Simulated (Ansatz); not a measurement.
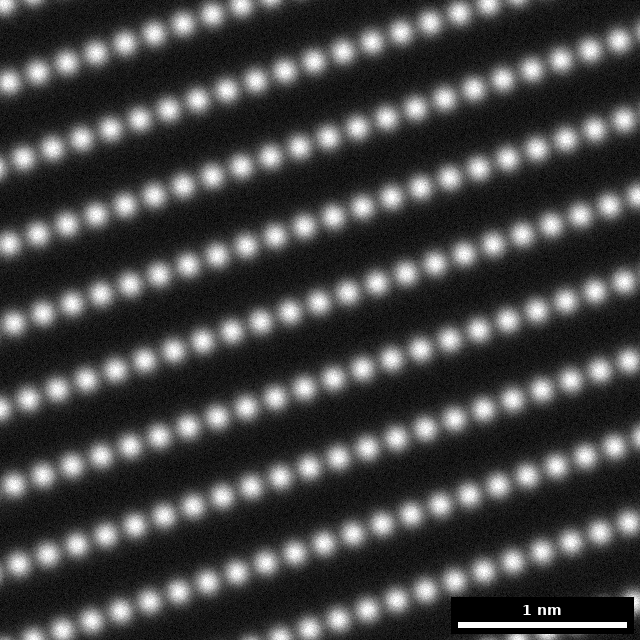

HAADF-like image of a crystal. Simulation: incoherent imaging, intensity Z^1.7 per atom, probe width 1.01 Å, thin sample. The probe carries 15 % of its weight in a tail 2.5 times as wide. The display is stretched by a gamma of 0.65; percentages refer to the linear signal. Shot noise was added.

Measure the repeat of the pattern.

The pattern repeats on an oblique net of 1.8 × 13.8 Å with an angle of 93°.

What is the plane group of the image?

p2: twofold rotation points, no mirror or glide lines.

How many columns does the smallest repeating cell hold, and how many levels of brightness?

3 columns in the primitive cell of 25.2 Å², all of one brightness.

The crystal is Cs (R-3m, No. 166) seen along [310]. Model: the end point of a relaxation with DFT r2SCAN, scalar-relativistic, plane waves, PAW in Ansatz 0.2.0; the starting structure was generated, so it need not be a known form of this composition.
